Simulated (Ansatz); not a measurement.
# C$_{16}$HSi$_{16}$ (charge +1): nudged elastic band (part 3 of 3)

C$_{16}$HSi$_{16}$ (defect cell, 33 atoms in the cell, total charge +1); DFT PBE, scalar-relativistic, plane waves, PAW, no spin polarisation (Ansatz 0.2.0); cutoff 420 eV, 2×2×2 k-mesh, Gaussian smearing of 0.02 eV. The structure derives from a Materials Project entry. It belongs to a series of runs on one base structure; here: climbing-image band for the jump of H by 2.82 A.

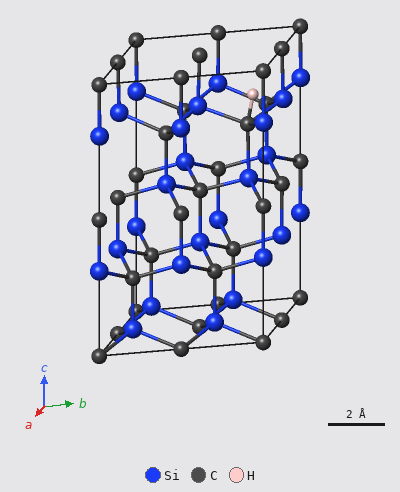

Figure 1. The structure as given in the input (ball-and-stick view of the cell of the calculation, seen slightly off an axis). An atom can appear more than once, as a periodic image.

## The last band as extended XYZ (Å, eV, eV/Å)
```
33
Lattice="3.0941 -5.3592 0.0000 -6.1882 0.0000 0.0000 0.0000 0.0000 -10.1293" Properties=species:S:1:pos:R:3:forces:R:3 image=0 energy=-14217.89248
Si   -0.0021   -1.7865   -0.6520    0.0002   0.0000   0.0001
Si    1.5408   -4.4689   -0.6378   -0.0001   0.0002   0.0001
Si   -3.0921   -1.7780   -0.6377   -0.0002   0.0002  -0.0001
Si   -1.5396   -4.4673   -0.6378    0.0001   0.0000  -0.0003
Si   -1.5564   -0.8934   -5.6823    0.0000   0.0002   0.0000
Si   -0.0061   -3.5793   -5.6817    0.0001  -0.0001   0.0000
Si   -4.6363   -0.8890   -5.6734    0.0000   0.0000   0.0000
Si   -3.1107   -3.5802   -5.6539    0.0001  -0.0003  -0.0004
Si   -1.5568   -2.6841   -3.1614   -0.0001   0.0000   0.0004
Si   -0.0010   -5.3588   -3.1540   -0.0001   0.0000   0.0000
Si   -4.6391   -2.6818   -3.1576    0.0000   0.0001   0.0000
Si   -3.0959   -5.3544   -3.1578    0.0000   0.0001   0.0002
Si   -1.4821   -2.6421   -8.2343   -0.0005   0.0003   0.0000
Si    0.0139   -5.3513   -8.2439   -0.0001   0.0002  -0.0003
Si   -4.7155   -2.6180   -8.2219    0.0005  -0.0003   0.0000
Si   -3.0779   -5.4506   -8.2226   -0.0005   0.0003   0.0002
C    -0.0035   -1.7872   -2.5561    0.0000  -0.0001  -0.0002
C     1.5473   -4.4647   -2.5359    0.0000   0.0000   0.0000
C    -3.0966   -1.7869   -2.5378    0.0001  -0.0001  -0.0001
C    -1.5495   -4.4663   -2.5380   -0.0001   0.0001   0.0000
C    -1.5437   -0.8845   -7.5887   -0.0004   0.0004   0.0001
C     0.0089   -3.5743   -7.5881   -0.0002  -0.0001   0.0001
C    -4.6189   -0.8800   -7.5800   -0.0002   0.0001   0.0001
C    -3.0734   -3.5621   -7.6705   -0.0004   0.0002   0.0004
C    -0.0054    0.0001   -5.0749   -0.0001  -0.0001  -0.0003
C     1.5427   -2.6819   -5.0743    0.0002  -0.0003   0.0000
C    -3.0952    0.0004   -5.0577    0.0000   0.0001  -0.0001
C    -1.5624   -2.6871   -5.0841    0.0000   0.0001   0.0000
C     0.0033   -0.0030  -10.1176   -0.0003  -0.0001   0.0001
C     1.5453   -2.6741  -10.1171   -0.0002   0.0001  -0.0003
C    -3.0924    0.0018  -10.1286    0.0001   0.0002   0.0001
C    -1.5430   -2.6766  -10.1247    0.0001   0.0001   0.0000
H    -3.2429   -3.6467   -8.7820    0.0020  -0.0015   0.0003
33
Lattice="3.0941 -5.3592 0.0000 -6.1882 0.0000 0.0000 0.0000 0.0000 -10.1293" Properties=species:S:1:pos:R:3:forces:R:3 image=1 energy=-14217.47710
Si   -0.0117   -1.7438   -0.6276    0.0005  -0.0037  -0.0048
Si    1.5039   -4.4246   -0.6456   -0.0071   0.0054  -0.0018
Si   -3.1054   -1.7586   -0.6381    0.0014  -0.0027   0.0011
Si   -1.5263   -4.4250   -0.6455    0.0009   0.0068  -0.0023
Si   -1.5715   -0.9066   -5.6634    0.0028   0.0037   0.0011
Si   -0.0121   -3.5811   -5.6831    0.0026  -0.0008  -0.0038
Si   -4.6400   -0.9061   -5.6628   -0.0008  -0.0007  -0.0034
Si   -3.1068   -3.5917   -5.6779    0.0077  -0.0026  -0.0112
Si   -1.5634   -2.6690   -3.1544   -0.0020   0.0016  -0.0009
Si   -0.0112   -5.3508   -3.1542   -0.0022  -0.0019  -0.0005
Si   -4.6483   -2.6688   -3.1540    0.0031   0.0021  -0.0032
Si   -3.1056   -5.3425   -3.1596    0.0009   0.0027  -0.0013
Si   -1.5324   -2.6805   -8.2314    0.0049   0.0023  -0.0089
Si   -0.0101   -5.3554   -8.2303   -0.0053  -0.0006  -0.0026
Si   -4.6785   -2.6802   -8.2312    0.0089  -0.0035  -0.0084
Si   -3.1038   -5.5035   -8.1079   -0.0115  -0.0124  -0.0302
C    -0.0118   -1.7618   -2.5327    0.0009   0.0020   0.0070
C     1.5360   -4.4536   -2.5340   -0.0002   0.0009   0.0027
C    -3.1057   -1.7751   -2.5350   -0.0002  -0.0014   0.0041
C    -1.5585   -4.4539   -2.5342   -0.0021   0.0013   0.0048
C    -1.5872   -0.9218   -7.5730   -0.0039  -0.0029   0.0066
C    -0.0110   -3.5812   -7.5918   -0.0027   0.0020  -0.0046
C    -4.6213   -0.9221   -7.5726    0.0023   0.0019   0.0069
C    -3.1050   -3.6130   -7.6872   -0.0090   0.0147   0.0076
C    -0.0119   -0.0105   -5.0703    0.0014   0.0008   0.0100
C     1.5394   -2.6927   -5.0666    0.0026  -0.0001   0.0018
C    -3.1056   -0.0015   -5.0510   -0.0011  -0.0007  -0.0044
C    -1.5641   -2.6931   -5.0670    0.0016   0.0005   0.0025
C    -0.0114    0.1013  -10.0649    0.0059  -0.0194   0.0031
C     1.5231   -2.6376  -10.1248   -0.0006   0.0008   0.0072
C    -3.1051    0.0189  -10.1227    0.0000   0.0021   0.0083
C    -1.5459   -2.6382  -10.1249   -0.0016   0.0053   0.0083
H    -3.1082   -4.1503   -9.0467    0.0022  -0.0037   0.0092
33
Lattice="3.0941 -5.3592 0.0000 -6.1882 0.0000 0.0000 0.0000 0.0000 -10.1293" Properties=species:S:1:pos:R:3:forces:R:3 image=2 energy=-14217.96776
Si   -0.0404   -1.7926   -0.5967    0.0066   0.0300  -0.0004
Si    1.4505   -4.4331   -0.7110    0.0000   0.0018   0.0134
Si   -3.1169   -1.7809   -0.6294    0.0008   0.0026  -0.0010
Si   -1.5180   -4.4377   -0.6539    0.0050   0.0042  -0.0047
Si   -1.5582   -0.9014   -5.6556   -0.0041  -0.0053  -0.0024
Si   -0.0073   -3.5741   -5.6694   -0.0025  -0.0040  -0.0015
Si   -4.6338   -0.9019   -5.6547   -0.0006  -0.0030   0.0032
Si   -3.1011   -3.5687   -5.6483   -0.0035  -0.0066   0.0071
Si   -1.5583   -2.6634   -3.1431   -0.0002   0.0003   0.0010
Si   -0.0179   -5.3585   -3.1666    0.0055  -0.0001   0.0022
Si   -4.6571   -2.6553   -3.1488   -0.0011  -0.0039   0.0022
Si   -3.1014   -5.3465   -3.1513   -0.0028   0.0003   0.0034
Si   -1.5496   -2.7038   -8.1969    0.0034   0.0045  -0.0045
Si    0.0113   -5.3580   -8.2112   -0.0040   0.0000  -0.0039
Si   -4.6518   -2.7054   -8.1972   -0.0069  -0.0010  -0.0052
Si   -3.0695   -5.4278   -8.0162   -0.0097  -0.0172   0.0207
C    -0.0153   -1.7589   -2.4936   -0.0021  -0.0086  -0.0102
C     1.5251   -4.4510   -2.5627    0.0014  -0.0057   0.0024
C    -3.1077   -1.7777   -2.5239   -0.0026  -0.0019  -0.0037
C    -1.5519   -4.4532   -2.5344   -0.0015  -0.0009  -0.0069
C    -1.5550   -0.9202   -7.5744   -0.0039  -0.0016  -0.0042
C    -0.0045   -3.5847   -7.5787   -0.0042  -0.0011   0.0013
C    -4.6040   -0.9274   -7.5729   -0.0024  -0.0023  -0.0029
C    -3.0965   -3.6020   -7.5679   -0.0073   0.0009  -0.0210
C    -0.0027   -0.0042   -5.0500   -0.0035  -0.0012  -0.0120
C     1.5356   -2.6778   -5.0405   -0.0040  -0.0041  -0.0043
C    -3.0992   -0.0007   -5.0519   -0.0012   0.0003   0.0019
C    -1.5506   -2.6794   -5.0380   -0.0031  -0.0037  -0.0049
C    -0.0046    0.0620  -10.1406   -0.0365  -0.0199   0.0075
C     1.5185   -2.6712  -10.1103   -0.0015  -0.0033  -0.0043
C    -3.1043   -0.0001  -10.1172    0.0020  -0.0048  -0.0034
C    -1.5731   -2.6721  -10.0989    0.0025  -0.0062  -0.0055
H    -3.4086   -4.4642   -9.4603    0.0820   0.0614   0.0404
33
Lattice="3.0941 -5.3592 0.0000 -6.1882 0.0000 0.0000 0.0000 0.0000 -10.1293" Properties=species:S:1:pos:R:3:forces:R:3 image=4 energy=-14217.96795
Si   -0.0088   -1.8249   -0.6552   -0.0026   0.0037   0.0014
Si    1.4711   -4.3976   -0.7112    0.0025  -0.0083   0.0167
Si   -3.1096   -1.7687   -0.6292    0.0008  -0.0017   0.0015
Si   -1.5608   -4.4273   -0.5965   -0.0142  -0.0144  -0.0007
Si   -1.5549   -0.8898   -5.6471    0.0053   0.0072  -0.0035
Si   -0.0032   -3.5664   -5.6689    0.0030   0.0056  -0.0042
Si   -4.6306   -0.8958   -5.6545    0.0028   0.0036   0.0015
Si   -3.0932   -3.5595   -5.6553    0.0028   0.0087  -0.0025
Si   -1.5672   -2.6783   -3.1429    0.0011   0.0034   0.0000
Si   -0.0295   -5.3575   -3.1484    0.0045   0.0032   0.0016
Si   -4.6510   -2.6647   -3.1669    0.0022  -0.0002   0.0036
Si   -3.1092   -5.3592   -3.1508    0.0005   0.0032   0.0006
Si   -1.5274   -2.6652   -8.1965   -0.0013  -0.0018  -0.0092
Si    0.0169   -5.3369   -8.1970   -0.0046   0.0060  -0.0080
Si   -4.6370   -2.6898   -8.2110   -0.0026   0.0052  -0.0056
Si   -3.0236   -5.3456   -8.0142    0.0108   0.0129   0.0054
C    -0.0138   -1.7890   -2.5352    0.0020   0.0024  -0.0039
C     1.5225   -4.4541   -2.5630    0.0060  -0.0011   0.0050
C    -3.1088   -1.7790   -2.5237    0.0010   0.0020  -0.0048
C    -1.5787   -4.4663   -2.4934    0.0047   0.0028  -0.0099
C    -1.5238   -0.8766   -7.5670    0.0004   0.0044  -0.0253
C     0.0077   -3.5629   -7.5781    0.0009   0.0056  -0.0013
C    -4.5936   -0.9081   -7.5729   -0.0007   0.0069  -0.0045
C    -3.0750   -3.5522   -7.5741   -0.0024   0.0092  -0.0039
C     0.0017    0.0039   -5.0496    0.0004   0.0059  -0.0120
C     1.5446   -2.6754   -5.0519   -0.0005   0.0028   0.0010
C    -3.1023    0.0086   -5.0400    0.0030   0.0062  -0.0055
C    -1.5498   -2.6774   -5.0377    0.0030   0.0063  -0.0052
C    -0.0545   -0.0240  -10.1440   -0.0047   0.0059   0.0091
C     1.5426   -2.6698  -10.1172    0.0006   0.0044  -0.0022
C    -3.1144    0.0213  -10.1101   -0.0016   0.0013  -0.0047
C    -1.5653   -2.6596  -10.0987    0.0047  -0.0019  -0.0068
H    -4.0220   -5.5396   -9.4639   -0.0279  -0.0994   0.0760
33
Lattice="3.0941 -5.3592 0.0000 -6.1882 0.0000 0.0000 0.0000 0.0000 -10.1293" Properties=species:S:1:pos:R:3:forces:R:3 image=5 energy=-14217.47766
Si   -0.0257   -1.8270   -0.6469   -0.0016  -0.0127  -0.0065
Si    1.4891   -4.4492   -0.6449   -0.0182   0.0118  -0.0178
Si   -3.1236   -1.7908   -0.6381   -0.0019   0.0001  -0.0024
Si   -1.5892   -4.4791   -0.6261    0.0103   0.0124  -0.0100
Si   -1.5358   -0.8737   -5.6793   -0.0091  -0.0036   0.0066
Si    0.0018   -3.5578   -5.6834   -0.0021  -0.0049  -0.0026
Si   -4.6289   -0.8859   -5.6635   -0.0028  -0.0013  -0.0006
Si   -3.0948   -3.5440   -5.6628   -0.0025  -0.0055  -0.0008
Si   -1.5638   -2.6706   -3.1545   -0.0056  -0.0033   0.0018
Si   -0.0116   -5.3578   -3.1544   -0.0063  -0.0053  -0.0016
Si   -4.6531   -2.6728   -3.1546   -0.0033  -0.0015  -0.0028
Si   -3.1136   -5.3565   -3.1593   -0.0037  -0.0048  -0.0087
Si   -1.5410   -2.6921   -8.2307    0.0031   0.0121   0.0086
Si   -0.0180   -5.3269   -8.2310    0.0040  -0.0072   0.0096
Si   -4.6526   -2.6698   -8.2304    0.0022   0.0002   0.0082
Si   -2.9799   -5.2756   -8.1059    0.0118  -0.0185   0.0239
C    -0.0159   -1.7817   -2.5344   -0.0011  -0.0027   0.0037
C     1.5316   -4.4612   -2.5335   -0.0031  -0.0016   0.0026
C    -3.1086   -1.7813   -2.5348   -0.0015  -0.0012   0.0024
C    -1.5734   -4.4682   -2.5311   -0.0070  -0.0034   0.0088
C    -1.5210   -0.8649   -7.6823    0.0144   0.0105   0.0177
C     0.0002   -3.5586   -7.5925   -0.0022   0.0008   0.0021
C    -4.6100   -0.8929   -7.5739    0.0090   0.0013   0.0096
C    -3.0928   -3.5213   -7.5732    0.0074   0.0076   0.0090
C     0.0037    0.0164   -5.0697   -0.0026  -0.0017   0.0072
C     1.5430   -2.6672   -5.0515   -0.0011  -0.0028   0.0029
C    -3.0852    0.0135   -5.0668   -0.0042  -0.0003   0.0071
C    -1.5432   -2.6586   -5.0663   -0.0009  -0.0036   0.0058
C    -0.0969   -0.0432  -10.0636   -0.0129  -0.0153   0.0197
C     1.5249   -2.6790  -10.1225   -0.0039  -0.0044   0.0008
C    -3.1417   -0.0009  -10.1240   -0.0113  -0.0033   0.0001
C    -1.5830   -2.7027  -10.1243   -0.0072  -0.0068   0.0018
H    -4.1330   -5.9637   -9.0566    0.0538   0.0588  -0.1059
33
Lattice="3.0941 -5.3592 0.0000 -6.1882 0.0000 0.0000 0.0000 0.0000 -10.1293" Properties=species:S:1:pos:R:3:forces:R:3 image=6 energy=-14217.89248
Si    0.0048   -1.7922   -0.6378    0.0000  -0.0001  -0.0003
Si    1.5465   -4.4591   -0.6378   -0.0002  -0.0001   0.0001
Si   -3.1004   -1.7923   -0.6377   -0.0002   0.0001  -0.0001
Si   -1.5480   -4.4641   -0.6520    0.0001  -0.0001   0.0001
Si   -1.5489   -0.8752   -5.6539    0.0004   0.0001  -0.0004
Si    0.0026   -3.5643   -5.6817    0.0002   0.0000   0.0000
Si   -4.6424   -0.8995   -5.6734    0.0000   0.0000   0.0000
Si   -3.0987   -3.5646   -5.6823   -0.0001  -0.0001   0.0000
Si   -1.5480   -2.6689   -3.1614   -0.0001   0.0001   0.0004
Si    0.0030   -5.3598   -3.1576   -0.0001   0.0000   0.0001
Si   -4.6420   -2.6789   -3.1540   -0.0001   0.0001   0.0000
Si   -3.0991   -5.3600   -3.1578   -0.0001   0.0000   0.0002
Si   -1.5470   -2.7546   -8.2343   -0.0005   0.0002   0.0000
Si   -0.0905   -5.3256   -8.2219    0.0005  -0.0003   0.0000
Si   -4.6411   -2.6955   -8.2439   -0.0002  -0.0001  -0.0003
Si   -3.0068   -5.3275   -8.2226   -0.0005   0.0003   0.0002
C    -0.0009   -1.7841   -2.5380   -0.0002   0.0000   0.0000
C     1.5461   -4.4668   -2.5359    0.0000   0.0000   0.0000
C    -3.0949   -1.7840   -2.5378    0.0002   0.0000  -0.0001
C    -1.5481   -4.4626   -2.5561    0.0001   0.0000  -0.0002
C    -1.5459   -0.9164   -7.6705   -0.0003   0.0002   0.0004
C     0.0057   -3.5797   -7.5881    0.0000   0.0002   0.0001
C    -4.6415   -0.9191   -7.5800   -0.0002   0.0001   0.0001
C    -3.1000   -3.5801   -7.5887   -0.0005   0.0002   0.0001
C    -0.0028    0.0046   -5.0749    0.0000   0.0001  -0.0003
C     1.5462   -2.6788   -5.0577   -0.0001  -0.0001  -0.0001
C    -3.0943    0.0050   -5.0743    0.0004   0.0000   0.0000
C    -1.5482   -2.6625   -5.0841    0.0000  -0.0001   0.0000
C     0.0042   -0.0014  -10.1176    0.0000   0.0003   0.0001
C     1.5464   -2.6820  -10.1286   -0.0001  -0.0002   0.0001
C    -3.0997   -0.0012  -10.1171   -0.0002   0.0001  -0.0003
C    -1.5477   -2.6846  -10.1247   -0.0001  -0.0001   0.0000
H    -4.6516   -6.0866   -8.7820    0.0023  -0.0009   0.0003
```

## Summary

| quantity | value |
| --- | --- |
| outcome | converged |
| barrier, forward | 0.415 eV |
| barrier, backward | 0.415 eV |
| electrons treated | 128 |
| wall time | 9.7 min (CPU time 25 min) |
| peak memory | 2 GiB |

## Remarks

The cell is charged and computed with a neutralising background, so its energy and pressure depend on the cell and aren't those of a real crystal. The order of the saddle point was not checked.
